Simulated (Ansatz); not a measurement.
# Calculations on W₄C₅ and related structures

### Relaxation

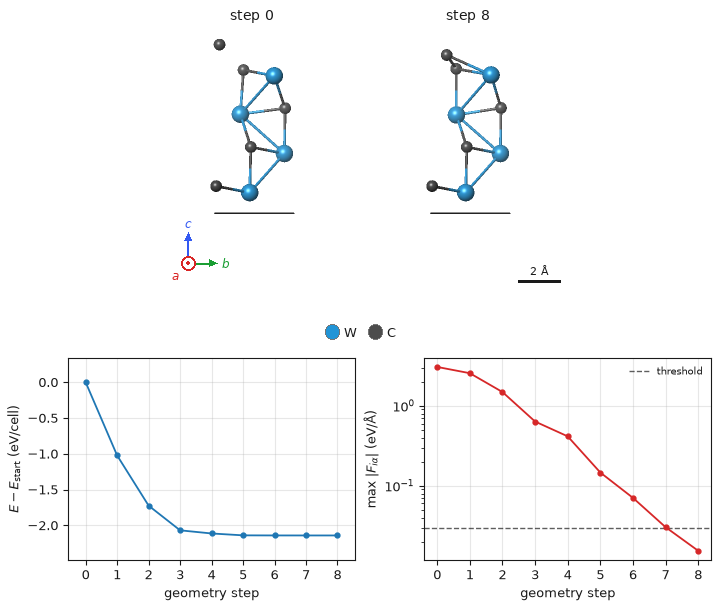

First and last geometry of a constrained relaxation of a slab of composition W4C5 (cut from the P-6m2 phase), with the history of the run. Style: ball-and-stick. Shown: the 2 × 1 repeat of the cell, outlined in the plane, without the vacuum, along the a axis.

Case: C put at a hollow W-C site. The slab is the (1 0 1) face of WC with C on it. 4 atoms are held fixed.

Computed with Ansatz, DFT PBEsol, scalar-relativistic, plane waves, PAW. Settings: plane-wave cutoff 420 eV; k-point mesh 11 × 8 × 1; occupations gaussian; smearing width 0.1 eV; no spin polarisation; dipole correction; atoms relaxed in a fixed cell; force threshold 0.03 eV/Å; at most 70 steps.

Q: What do the curves and the structures tell?

A: It converged. After 8 geometry steps the energy has fallen by 2.141 eV per cell of the calculation. Largest force component: 3.1 eV/Å at the start, 0.015 eV/Å at the end. A C atom moves most: 0.73 Å at 47° to the normal (−c side). Largest moves by element: C 0.73 Å, W 0.06 Å. The cell stays as it was. Near-neighbour distances that change, for instance: C–W 3.028 → 2.338 Å, C–C 2.217 → 1.658 Å, C–W 2.319 → 2.125 Å, C–W 2.089 → 2.238 Å. New bonds form, among them: C–W (3.03 → 2.34 Å). Bond angles that change, for instance: W–C–W 87.8° → 80.8°, W–C–W 79.0° → 82.3°, W–C–W 133.3° → 136.5°.

```json
{"step": "0", "E − E(0), meV/atom": "0.00", "largest force component, eV/Å": "3.0583"}
{"step": "1", "E − E(0), meV/atom": "-113.69", "largest force component, eV/Å": "2.5539"}
{"step": "2", "E − E(0), meV/atom": "-191.58", "largest force component, eV/Å": "1.4856"}
{"step": "3", "E − E(0), meV/atom": "-229.90", "largest force component, eV/Å": "0.6353"}
{"step": "4", "E − E(0), meV/atom": "-234.79", "largest force component, eV/Å": "0.4146"}
{"step": "5", "E − E(0), meV/atom": "-237.71", "largest force component, eV/Å": "0.1463"}
{"step": "6", "E − E(0), meV/atom": "-237.85", "largest force component, eV/Å": "0.0706"}
{"step": "7", "E − E(0), meV/atom": "-237.88", "largest force component, eV/Å": "0.0304"}
{"step": "8", "E − E(0), meV/atom": "-237.88", "largest force component, eV/Å": "0.0154"}
```

Limits of the set-up: the periodic images lie only 2.9 Å apart, so the values are limited by the cell's size.

### Relaxation

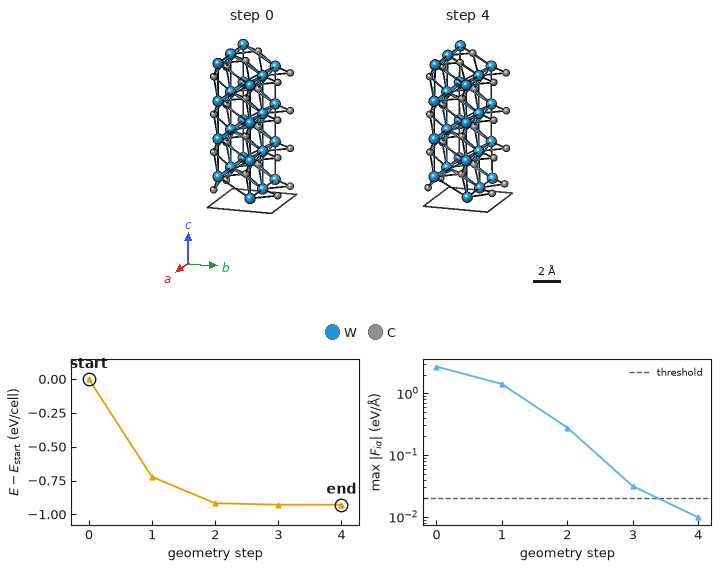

First and last geometry of a relaxation of a slab of composition WC (cut from the P-6m2 phase), with the history of the run. A ball-and-stick model of the 2 × 1 repeat of the cell, outlined in the plane, without the vacuum (origin shifted), seen slightly off an axis.

Case: (1 1 0) slab, atoms relaxed. The slab is the (1 1 0) face of WC.

Method: DFT PBEsol, scalar-relativistic, plane waves, PAW in Ansatz 0.2.0. Settings: plane-wave cutoff 420 eV; k-point mesh 12 × 7 × 1; occupations gaussian; smearing width 0.1 eV; no spin polarisation; dipole correction; atoms relaxed in a fixed cell; force threshold 0.02 eV/Å; at most 60 steps.

Question: What do the curves and the structures tell?

Answer: It converged. After 4 geometry steps the energy has fallen by 0.928 eV per cell of the calculation. The largest force component goes from 2.7 to 0.0098 eV/Å. The largest moves relative to the layer's centre, 0.20 Å, are those of C atoms. Largest moves by element: C 0.20 Å, W 0.13 Å. The cell stays as it was. Near-neighbour distances that change, for instance: C–W 2.191 → 2.032 Å, W–W 2.898 → 2.771 Å, W–W 2.898 → 2.806 Å, C–W 2.191 → 2.139 Å. Bond angles that change, for instance: W–C–W 135.1° → 143.2°, W–C–W 80.4° → 88.2°, W–C–W 135.1° → 131.8°. The run took 7.3 min on 2 threads of Arm Neoverse V1 (shared host), peak memory 1 GiB.

```json
{"step": "0", "E − E(0), meV/atom": "0.00", "largest force component, eV/Å": "2.6923"}
{"step": "1", "E − E(0), meV/atom": "-45.17", "largest force component, eV/Å": "1.4048"}
{"step": "2", "E − E(0), meV/atom": "-57.32", "largest force component, eV/Å": "0.2772"}
{"step": "3", "E − E(0), meV/atom": "-58.01", "largest force component, eV/Å": "0.0313"}
{"step": "4", "E − E(0), meV/atom": "-58.03", "largest force component, eV/Å": "0.0098"}
```

### A change

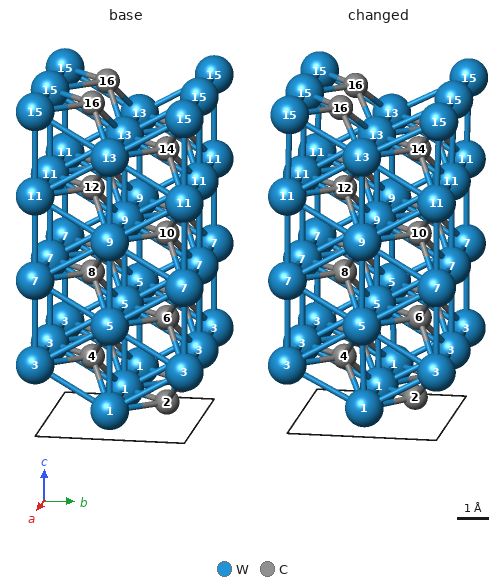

Left: a (1 1 0) slab of WC as cut from the relaxed bulk. Right: the same structure after one change, at the same scale. A ball-and-stick model of the 2 × 1 repeat of the cell, outlined in the plane, without the vacuum, seen slightly off an axis.

Level of theory: DFT PBEsol, scalar-relativistic, plane waves, PAW in Ansatz. Set-up: plane-wave cutoff 420 eV; occupations gaussian; smearing width 0.1 eV; no spin polarisation. The k-mesh is chosen for each cell (12×7×23, 12×7×1).

The atoms of the slab are relaxed at the bulk's in-plane cell.

How do the computed properties respond?

Answer. The surface energy (mean of the two faces) falls from 4.71 to 4.18 J/m². The top spacing, between the WC and WC planes, goes from 1.45 to 1.31 Å (−9.3 %), the bottom one (WC to WC) from 1.45 to 1.31 Å (−9.3 %). The top plane rumples by 0.06 Å. The cell stays as it was. The largest moves relative to the layer's centre, 0.20 Å, are those of C2 and C16. C16 goes at 39° to the normal (−c side). Largest moves by element: C 0.20 Å, W 0.13 Å. Near-neighbour distances before and after: C–W 2.191 → 2.032 to 2.201 Å, W–W 2.898 → 2.771 to 2.919 Å.
